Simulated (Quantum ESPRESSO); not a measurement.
Relaxation of cell and atoms of Ir (part 2 of 2)

Ir (P-1, 1 atom in the cell); Kohn-Sham DFT of a periodic cell, PW91, PseudoDojo 0.4.1 SR LDA standard, no spin polarisation (Quantum ESPRESSO 7.5); cutoff 761.92 eV, 8×9×8 k-mesh, fermi-dirac of 0.1 eV. The structure derives from an entry of the Crystallography Open Database.

Geometry of the input (Å; fractional positions):
```
0.0645  1.8374  1.7560
1.9418  0.0774  1.7431
2.1728  2.0554  -0.1536
Ir 0.0000  0.0000  0.0000
```

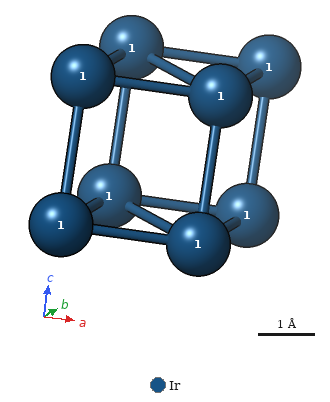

The structure (ball-and-stick view of the cell of the calculation, set on other vectors, seen slightly off an axis; atoms are numbered from 1 in the order of the input). An atom can appear more than once, as a periodic image.

**Log, continued**
```
     Volume is kept fixed: isostatic pressure set to zero
     Energy error            =      1.3E-03 Ry
     Gradient error          =      0.0E+00 Ry/Bohr
     Cell gradient error     =      3.0E+01 kbar

     number of scf cycles    =   4
     number of bfgs steps    =   3

     enthalpy           old  =    -230.4232169325 Ry
     enthalpy           new  =    -230.4244975000 Ry

     CASE: enthalpy          _new < enthalpy          _old

     new trust radius        =       0.0137704928 bohr
     new conv_thr            =            2.0E-12 Ry

     new unit-cell volume =     94.39779 a.u.^3 (    13.98831 Ang^3 )
     density =     22.81790 g/cm^3

CELL_PARAMETERS (angstrom)
   0.008977288   1.920976322   1.904055071
   1.919173920   0.011551549   1.900185078
   1.920723032   1.924086384  -0.005781049

ATOMIC_POSITIONS (crystal)
Ir               0.0000000000        0.0000000000        0.0000000000

     NEW-OLD atomic charge density approx. for the potential
     New effective cutoffs (rho, wfc):  281.84   70.81

     Self-consistent Calculation

     iteration #  1     ecut=    56.00 Ry     beta= 0.50
     Davidson diagonalization with overlap
     ethr =  1.00E-06,  avg # of iterations =  5.4

     Threshold (ethr) on eigenvalues was too large:
     Diagonalizing with lowered threshold

     Davidson diagonalization with overlap
     ethr =  1.30E-08,  avg # of iterations =  2.0

     total energy              =    -230.42462118 Ry
     estimated scf accuracy    <       0.00000229 Ry

     iteration #  2     ecut=    56.00 Ry     beta= 0.50
     Davidson diagonalization with overlap
     ethr =  1.35E-08,  avg # of iterations =  1.0

     total energy              =    -230.42462129 Ry
     estimated scf accuracy    <       0.00000037 Ry

     iteration #  3     ecut=    56.00 Ry     beta= 0.50
     Davidson diagonalization with overlap
     ethr =  2.17E-09,  avg # of iterations =  1.0

     total energy              =    -230.42462131 Ry
     estimated scf accuracy    <       0.00000001 Ry

     iteration #  4     ecut=    56.00 Ry     beta= 0.50
     Davidson diagonalization with overlap
     ethr =  8.38E-11,  avg # of iterations =  1.1

     total energy              =    -230.42462131 Ry
     estimated scf accuracy    <          1.7E-10 Ry

     iteration #  5     ecut=    56.00 Ry     beta= 0.50
     Davidson diagonalization with overlap
     ethr =  1.01E-12,  avg # of iterations =  2.1

     total energy              =    -230.42462131 Ry
     estimated scf accuracy    <          2.5E-11 Ry

     iteration #  6     ecut=    56.00 Ry     beta= 0.50
     Davidson diagonalization with overlap
     ethr =  1.49E-13,  avg # of iterations =  2.0

     End of self-consistent calculation

     Number of k-points >= 100: set verbosity='high' to print the bands.

     the Fermi energy is    26.1219 ev

!    total energy              =    -230.42462131 Ry
     estimated scf accuracy    <          2.7E-13 Ry
     smearing contrib. (-TS)   =      -0.00303473 Ry
     internal energy E=F+TS    =    -230.42158658 Ry

     The total energy is F=E-TS. E is the sum of the following terms:
     one-electron contribution =     -33.17928494 Ry
     hartree contribution      =      29.26729591 Ry
     xc contribution           =     -43.18760431 Ry
     ewald contribution        =    -183.32199324 Ry

     convergence has been achieved in   6 iterations

     Forces acting on atoms (cartesian axes, Ry/au):

     atom    1 type  1   force =     0.00000000    0.00000000    0.00000000

     Total force =     0.000000     Total SCF correction =     0.000000

     Computing stress (Cartesian axis) and pressure

          total   stress  (Ry/bohr**3)                   (kbar)     P=      114.69
   0.00077464   0.00001224   0.00001606          113.95        1.80        2.36
   0.00001224   0.00074976  -0.00000591            1.80      110.29       -0.87
   0.00001606  -0.00000591   0.00081461            2.36       -0.87      119.83

     Volume is kept fixed: isostatic pressure set to zero
     Energy error            =      1.2E-04 Ry
     Gradient error          =      0.0E+00 Ry/Bohr
     Cell gradient error     =      5.1E+00 kbar

     number of scf cycles    =   5
     number of bfgs steps    =   4

     enthalpy           old  =    -230.4244975000 Ry
     enthalpy           new  =    -230.4246213090 Ry

     CASE: enthalpy          _new < enthalpy          _old

     new trust radius        =       0.0022871668 bohr
     new conv_thr            =            2.0E-12 Ry

     new unit-cell volume =     94.39779 a.u.^3 (    13.98831 Ang^3 )
     density =     22.81790 g/cm^3

CELL_PARAMETERS (angstrom)
   0.010130492   1.919038415   1.905696758
   1.919347938   0.011718831   1.902826070
   1.920711164   1.922895860  -0.005767161

ATOMIC_POSITIONS (crystal)
Ir               0.0000000000        0.0000000000        0.0000000000

     NEW-OLD atomic charge density approx. for the potential
     New effective cutoffs (rho, wfc):  281.95   70.83

     Self-consistent Calculation

     iteration #  1     ecut=    56.00 Ry     beta= 0.50
     Davidson diagonalization with overlap
     ethr =  1.00E-06,  avg # of iterations =  3.0

     Threshold (ethr) on eigenvalues was too large:
     Diagonalizing with lowered threshold

     Davidson diagonalization with overlap
     ethr =  3.22E-10,  avg # of iterations =  3.1

     total energy              =    -230.42462565 Ry
     estimated scf accuracy    <       0.00000009 Ry

     iteration #  2     ecut=    56.00 Ry     beta= 0.50
     Davidson diagonalization with overlap
     ethr =  5.03E-10,  avg # of iterations =  1.0

     total energy              =    -230.42462566 Ry
     estimated scf accuracy    <          9.7E-09 Ry

     iteration #  3     ecut=    56.00 Ry     beta= 0.50
     Davidson diagonalization with overlap
     ethr =  5.73E-11,  avg # of iterations =  1.0

     total energy              =    -230.42462566 Ry
     estimated scf accuracy    <          6.4E-10 Ry

     iteration #  4     ecut=    56.00 Ry     beta= 0.50
     Davidson diagonalization with overlap
     ethr =  3.79E-12,  avg # of iterations =  1.2

     total energy              =    -230.42462566 Ry
     estimated scf accuracy    <          4.8E-12 Ry

     iteration #  5     ecut=    56.00 Ry     beta= 0.50
     Davidson diagonalization with overlap
     ethr =  1.00E-13,  avg # of iterations =  1.9

     End of self-consistent calculation

     Number of k-points >= 100: set verbosity='high' to print the bands.

     the Fermi energy is    26.1221 ev

!    total energy              =    -230.42462566 Ry
     estimated scf accuracy    <          3.6E-13 Ry
     smearing contrib. (-TS)   =      -0.00303128 Ry
     internal energy E=F+TS    =    -230.42159438 Ry

     The total energy is F=E-TS. E is the sum of the following terms:
     one-electron contribution =     -33.17935263 Ry
     hartree contribution      =      29.26729267 Ry
     xc contribution           =     -43.18759619 Ry
     ewald contribution        =    -183.32193823 Ry

     convergence has been achieved in   5 iterations

     Forces acting on atoms (cartesian axes, Ry/au):

     atom    1 type  1   force =     0.00000000    0.00000000    0.00000000

     Total force =     0.000000     Total SCF correction =     0.000000

     Computing stress (Cartesian axis) and pressure

          total   stress  (Ry/bohr**3)                   (kbar)     P=      114.64
   0.00078109   0.00000073   0.00000346          114.90        0.11        0.51
   0.00000073   0.00077508   0.00000190            0.11      114.02        0.28
   0.00000346   0.00000190   0.00078167            0.51        0.28      114.99

     Volume is kept fixed: isostatic pressure set to zero
     Energy error            =      4.4E-06 Ry
     Gradient error          =      0.0E+00 Ry/Bohr
     Cell gradient error     =      6.2E-01 kbar

     number of scf cycles    =   6
     number of bfgs steps    =   5

     enthalpy           old  =    -230.4246213090 Ry
     enthalpy           new  =    -230.4246256604 Ry

     CASE: enthalpy          _new < enthalpy          _old

     new trust radius        =       0.0002578206 bohr
     new conv_thr            =            2.0E-12 Ry

     new unit-cell volume =     94.39779 a.u.^3 (    13.98831 Ang^3 )
     density =     22.81790 g/cm^3

CELL_PARAMETERS (angstrom)
   0.010322660   1.918868750   1.905932155
   1.919573975   0.011805409   1.903163968
   1.920846455   1.922664736  -0.005511691

ATOMIC_POSITIONS (crystal)
Ir               0.0000000000        0.0000000000        0.0000000000

     NEW-OLD atomic charge density approx. for the potential
     New effective cutoffs (rho, wfc):  281.98   70.84

     Self-consistent Calculation

     iteration #  1     ecut=    56.00 Ry     beta= 0.50
     Davidson diagonalization with overlap
     ethr =  1.00E-06,  avg # of iterations =  1.1

     Threshold (ethr) on eigenvalues was too large:
     Diagonalizing with lowered threshold

     Davidson diagonalization with overlap
     ethr =  4.31E-11,  avg # of iterations =  4.5

     total energy              =    -230.42462574 Ry
     estimated scf accuracy    <          2.1E-09 Ry

     iteration #  2     ecut=    56.00 Ry     beta= 0.50
     Davidson diagonalization with overlap
     ethr =  1.21E-11,  avg # of iterations =  1.0

     total energy              =    -230.42462574 Ry
     estimated scf accuracy    <          2.3E-10 Ry

     iteration #  3     ecut=    56.00 Ry     beta= 0.50
     Davidson diagonalization with overlap
     ethr =  1.37E-12,  avg # of iterations =  1.0

     total energy              =    -230.42462574 Ry
     estimated scf accuracy    <          1.3E-11 Ry

     iteration #  4     ecut=    56.00 Ry     beta= 0.50
     Davidson diagonalization with overlap
     ethr =  1.00E-13,  avg # of iterations =  1.1

     End of self-consistent calculation

     Number of k-points >= 100: set verbosity='high' to print the bands.

     the Fermi energy is    26.1222 ev

!    total energy              =    -230.42462574 Ry
     estimated scf accuracy    <          1.3E-13 Ry
     smearing contrib. (-TS)   =      -0.00303024 Ry
     internal energy E=F+TS    =    -230.42159551 Ry

     The total energy is F=E-TS. E is the sum of the following terms:
     one-electron contribution =     -33.17936717 Ry
     hartree contribution      =      29.26729342 Ry
     xc contribution           =     -43.18759490 Ry
     ewald contribution        =    -183.32192685 Ry

     convergence has been achieved in   4 iterations

     Forces acting on atoms (cartesian axes, Ry/au):

     atom    1 type  1   force =     0.00000000    0.00000000    0.00000000

     Total force =     0.000000     Total SCF correction =     0.000000

     Computing stress (Cartesian axis) and pressure

          total   stress  (Ry/bohr**3)                   (kbar)     P=      114.62
   0.00077969  -0.00000007   0.00000019          114.70       -0.01        0.03
  -0.00000007   0.00077880   0.00000036           -0.01      114.57        0.05
   0.00000019   0.00000036   0.00077910            0.03        0.05      114.61

     Volume is kept fixed: isostatic pressure set to zero
     Energy error            =      8.0E-08 Ry
     Gradient error          =      0.0E+00 Ry/Bohr
     Cell gradient error     =      7.2E-02 kbar

     bfgs converged in   7 scf cycles and   6 bfgs steps
     (criteria: energy <  1.0E-05 Ry, force <  4.0E-04 Ry/Bohr, cell <  3.0E-01 kbar)

     End of BFGS Geometry Optimization

     Final enthalpy           =    -230.4246257402 Ry

     File ./tmp/pwscf.bfgs deleted, as requested
Begin final coordinates
     new unit-cell volume =     94.39779 a.u.^3 (    13.98831 Ang^3 )
     density =     22.81790 g/cm^3

CELL_PARAMETERS (angstrom)
   0.010322660   1.918868750   1.905932155
   1.919573975   0.011805409   1.903163968
   1.920846455   1.922664736  -0.005511691

ATOMIC_POSITIONS (crystal)
Ir               0.0000000000        0.0000000000        0.0000000000
End final coordinates

     Final scf calculation at the relaxed structure.
     The G-vectors are recalculated for the final unit cell
     Results may differ from those at the preceding step.

     G-vector sticks info
     --------------------
     sticks:   dense  smooth     PW     G-vecs:    dense   smooth      PW
     Sum         401     401    139                 5275     5275    1087

     Using Slab Decomposition

     bravais-lattice index     =            0
     lattice parameter (alat)  =       4.8044  a.u.
     unit-cell volume          =      94.3978 (a.u.)^3
     number of atoms/cell      =            1
     number of atomic types    =            1
     number of electrons       =        17.00
     number of Kohn-Sham states=           15
     kinetic-energy cutoff     =      56.0000  Ry
     charge density cutoff     =     224.0000  Ry
     scf convergence threshold =      2.0E-12
     mixing beta               =       0.5000
     number of iterations used =            8  plain     mixing
     press convergence thresh. =      3.0E-01
     Exchange-correlation= PW91
                           (   1   4   2   2   0   0   0)

     celldm(1)=   4.804418  celldm(2)=   0.000000  celldm(3)=   0.000000
     celldm(4)=   0.000000  celldm(5)=   0.000000  celldm(6)=   0.000000

     crystal axes: (cart. coord. in units of alat)
               a(1) = (   0.004060   0.754750   0.749662 )
               a(2) = (   0.755028   0.004643   0.748573 )
               a(3) = (   0.755528   0.756243  -0.002168 )

     reciprocal axes: (cart. coord. in units 2 pi/alat)
               b(1) = ( -0.665065  0.666347  0.666666 )
               b(2) = (  0.667943 -0.665401  0.666300 )
               b(3) = (  0.659651  0.661379 -0.669441 )

     PseudoPot. # 1 for Ir read from file:
     Ir.upf
     Pseudo is Norm-conserving + core correction, Zval = 17.0
     Generated using ONCVPSP code by D. R. Hamann
     Using radial grid of 1296 points,  8 beta functions with:
                l(1) =   0
                l(2) =   0
                l(3) =   1
                l(4) =   1
                l(5) =   2
                l(6) =   2
                l(7) =   3
                l(8) =   3

     atomic species   valence    mass     pseudopotential
     Ir               17.00   192.21700     Ir( 1.00)

      2 Sym. Ops., with inversion, found

   Cartesian axes

     site n.     atom                  positions (alat units)
         1        Ir     tau(   1) = (   0.0000000   0.0000000   0.0000000  )

     number of k points=   290  Fermi-Dirac smearing, width (Ry)=  0.0073

     Number of k-points >= 100: set verbosity='high' to print them.

     Dense  grid:     5275 G-vectors     FFT dimensions: (  25,  25,  25)

     Initial potential from superposition of free atoms

     starting charge      16.9999, renormalised to      17.0000
     Starting wfcs are   10 randomized atomic wfcs +    5 random wfcs

     Self-consistent Calculation

     iteration #  1     ecut=    56.00 Ry     beta= 0.50
     Davidson diagonalization with overlap
     c_bands:  1 eigenvalues not converged
     c_bands:  1 eigenvalues not converged
     c_bands:  1 eigenvalues not converged
     c_bands:  1 eigenvalues not converged
     c_bands:  1 eigenvalues not converged
     c_bands:  1 eigenvalues not converged
     c_bands:  1 eigenvalues not converged
     c_bands:  1 eigenvalues not converged
     c_bands:  1 eigenvalues not converged
     c_bands:  1 eigenvalues not converged
     c_bands:  1 eigenvalues not converged
     ethr =  1.00E-06,  avg # of iterations = 12.8

     total energy              =    -230.42436672 Ry
     estimated scf accuracy    <       0.00824489 Ry

     iteration #  2     ecut=    56.00 Ry     beta= 0.50
     Davidson diagonalization with overlap
     ethr =  4.85E-05,  avg # of iterations =  1.7

     total energy              =    -230.42548618 Ry
     estimated scf accuracy    <       0.00066477 Ry

     iteration #  3     ecut=    56.00 Ry     beta= 0.50
     Davidson diagonalization with overlap
     ethr =  3.91E-06,  avg # of iterations =  1.1

     total energy              =    -230.42552014 Ry
     estimated scf accuracy    <       0.00012998 Ry

     iteration #  4     ecut=    56.00 Ry     beta= 0.50
     Davidson diagonalization with overlap
     ethr =  7.65E-07,  avg # of iterations =  1.0

     total energy              =    -230.42552384 Ry
     estimated scf accuracy    <       0.00000059 Ry

     iteration #  5     ecut=    56.00 Ry     beta= 0.50
     Davidson diagonalization with overlap
     ethr =  3.46E-09,  avg # of iterations =  2.0

     total energy              =    -230.42552400 Ry
     estimated scf accuracy    <       0.00000004 Ry

     iteration #  6     ecut=    56.00 Ry     beta= 0.50
     Davidson diagonalization with overlap
     ethr =  2.36E-10,  avg # of iterations =  1.7

     total energy              =    -230.42552400 Ry
     estimated scf accuracy    <          1.3E-09 Ry

     iteration #  7     ecut=    56.00 Ry     beta= 0.50
     Davidson diagonalization with overlap
     ethr =  7.36E-12,  avg # of iterations =  1.9

     total energy              =    -230.42552400 Ry
     estimated scf accuracy    <          5.5E-11 Ry

     iteration #  8     ecut=    56.00 Ry     beta= 0.50
     Davidson diagonalization with overlap
     ethr =  3.21E-13,  avg # of iterations =  1.7

     End of self-consistent calculation

     Number of k-points >= 100: set verbosity='high' to print the bands.

     the Fermi energy is    26.1225 ev

!    total energy              =    -230.42552400 Ry
     estimated scf accuracy    <          1.1E-12 Ry
     smearing contrib. (-TS)   =      -0.00303006 Ry
     internal energy E=F+TS    =    -230.42249394 Ry

     The total energy is F=E-TS. E is the sum of the following terms:
     one-electron contribution =     -33.18083647 Ry
     hartree contribution      =      29.26808781 Ry
     xc contribution           =     -43.18781859 Ry
     ewald contribution        =    -183.32192669 Ry

     convergence has been achieved in   8 iterations

     Forces acting on atoms (cartesian axes, Ry/au):

     atom    1 type  1   force =     0.00000000    0.00000000    0.00000000

     Total force =     0.000000     Total SCF correction =     0.000000

     Computing stress (Cartesian axis) and pressure

          total   stress  (Ry/bohr**3)                   (kbar)     P=      124.23
   0.00079146  -0.00006120   0.00003572          116.43       -9.00        5.25
  -0.00006120   0.00084957   0.00004214           -9.00      124.98        6.20
   0.00003572   0.00004214   0.00089252            5.25        6.20      131.29

=------------------------------------------------------------------------------=
   JOB DONE.
=------------------------------------------------------------------------------=
```

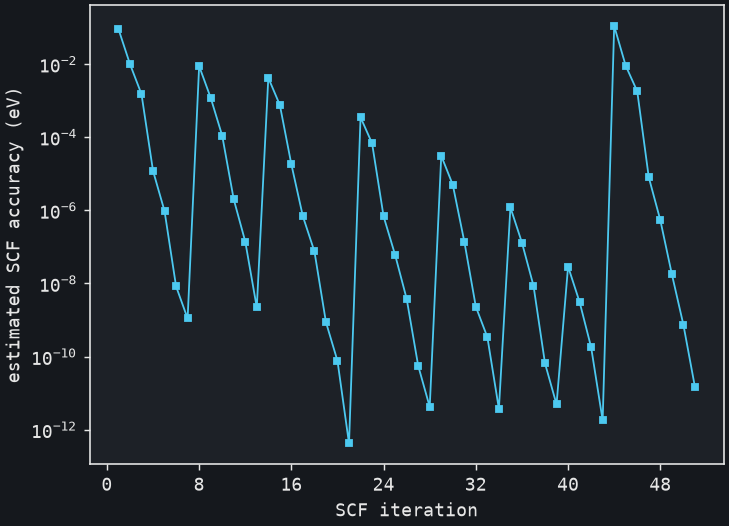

Convergence of the self-consistent field: estimated SCF accuracy against the iteration. The field takes 51 iterations in all.

**Results in brief**

- outcome: converged
- space group (tolerance 0.01 Å): P-1 (2) → Immm (71)
- electrons treated: 17
- free energy: −3135.0990 eV
- Fermi energy: 26.122 eV
- gap on the k-point mesh: none (metallic)
- pressure: 12.42 GPa
- final volume: 13.99 Å³
- largest force (length of the vector) at the end: under 0.001 eV/Å
- final cell: a = 2.705 Å, b = 2.703 Å, c = 2.718 Å, α = 59.76°, β = 59.79°, γ = 59.87°
- hardware: 1 thread of AMD EPYC (Zen 4), 16 GiB of memory available, shared host
- wall time: 2.3 min
- peak memory: 0.08 GiB

Settings chosen away from the usual ones: cell_dofree set to shape. Further notes kept with the run: potentials made for another functional. Points of doubt noted for this run: coarse mesh; potentials made for another functional. Spin–orbit coupling is left out, which matters for Ir. The cell is under a pressure of 12.4 GPa at this level, so it is not at its equilibrium volume.
